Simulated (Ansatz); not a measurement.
# Zn2S: what the fields show

```
CELL_PARAMETERS angstrom
6.47400 0.00000 0.00000
0.00000 6.47400 0.00000
0.00000 0.00000 5.01980
ATOMIC_POSITIONS crystal
Zn 0.36725 0.13275 0.50000
Zn 0.86725 0.63275 0.00000
Zn 0.63275 0.13275 0.00000
Zn 0.13275 0.63275 0.50000
Zn 0.13275 0.36725 0.00000
Zn 0.63275 0.86725 0.50000
Zn 0.36725 0.86725 0.00000
Zn 0.86725 0.36725 0.50000
S 0.00000 0.00000 0.00000
S 0.50000 0.50000 0.50000
S 0.00000 0.00000 0.50000
S 0.50000 0.50000 0.00000
```

Space group I4/mcm; a structure generated by program, which may or may not match a known phase.

Level of theory: DFT PBE, scalar-relativistic, plane waves, PAW in Ansatz 0.2.0.

In a PAW calculation such maps are meaningful between the atoms, not at the nuclei.

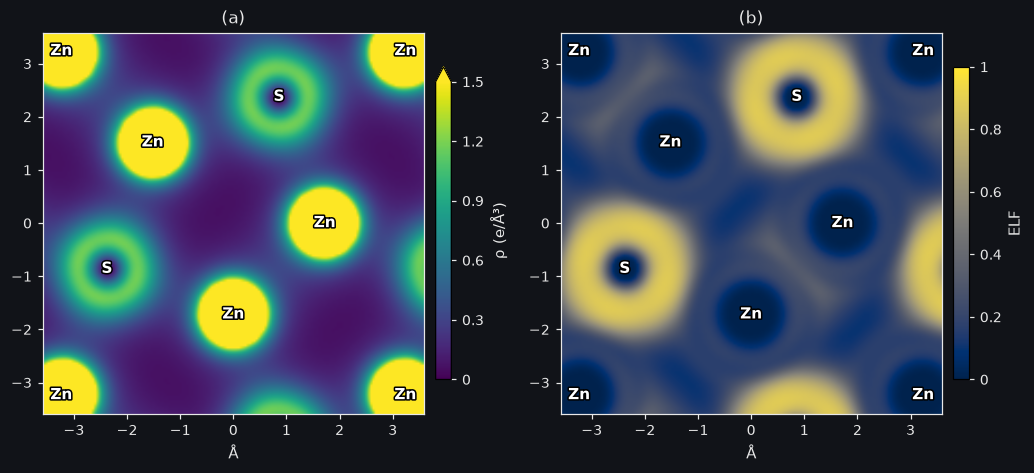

Figure 1. (a) valence charge density (pseudo); (b) electron localisation function on the (001) plane of the conventional cell.

Q: What do the fields say about this system?

A: The plane passes through Zn and S nuclei. Zn–S (2.53 Å): ρ is about 0.35 e/Å³ halfway; the ELF peaks at about 0.90 in the valence shell of S, 0.8 Å from its nucleus, and is about 0.45 at the midpoint. Between the atoms the lowest density in this plane is 0.06 e/Å³.

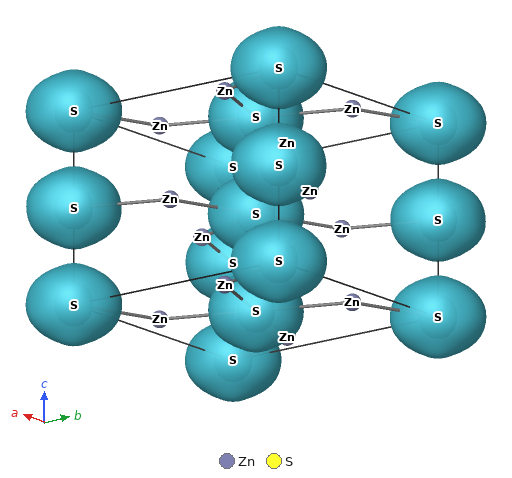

Figure 2. Isosurface of the ELF at 0.65 (cyan), seen at an oblique angle. Core shells and regions of very low density are left out. Sticks mark near contacts.

Q: Identify the bonds, lone pairs and shells in this picture.

A: The surface consists of four regions wrapped around S (the valence shell of each), counted in one cell of 12 atoms. Any copies at cell faces, edges or corners count once.

Q: Does the calculation make it a metal, or give it a gap?

A: It is metallic or semimetallic at this level of theory: no gap opens.
